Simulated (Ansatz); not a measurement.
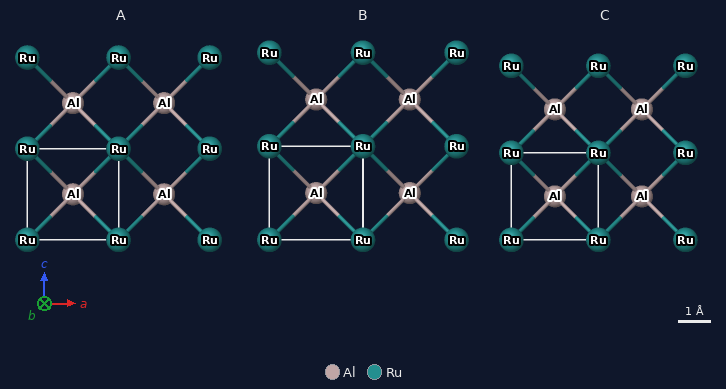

3 geometries from one relaxation of solid AlRu (a generated structure, set up in Pm-3m) (coarse preliminary run), in shuffled order. Style: ball-and-stick. Shown: the cell of the calculation, repeated 2 × 1 × 2 with one cell outlined, along the b axis.

Case: V → Al on all its sites, cell and atoms relaxed.

Method: Ansatz 0.2.0, DFT r2SCAN, scalar-relativistic, plane waves, PAW. Set-up: plane-wave cutoff 500 eV; k-point mesh 8 × 8 × 8; occupations gaussian; smearing width 0.1 eV; no spin polarisation; cell and atoms relaxed; force threshold 0.05 eV/Å; at most 60 steps.

> Order the frames from highest to lowest energy.

C, A, B. They are steps 0, 1, 5, at +514 meV per atom, +61.6 meV per atom relative to the last. The atoms keep their places relative to the cell (all moves are under 0.005 Å). The drawn cell changes as follows: a = b = c 2.775 → 2.984 Å (+7.5 %); the volume changes by +24.4 %. Near-neighbour distances that change, for instance: Ru–Ru 2.775 → 2.984 Å, Al–Ru 2.403 → 2.584 Å. The space group stays Pm-3m (No. 221). After 4 accepted moves (5 points after the start) the energy has fallen by 514 meV per atom. All forces vanish by symmetry, so only the cell relaxes. The pressure goes from 76.59 to 0.04 GPa. The SCF was repeated once at an unchanged geometry on a basis and grid sized afresh for the cell, which shifted the energy by 1.6 meV per atom at most. The run took 15 s on 1 thread of Arm Neoverse V1, with other jobs on the host, peak memory 0.35 GiB.
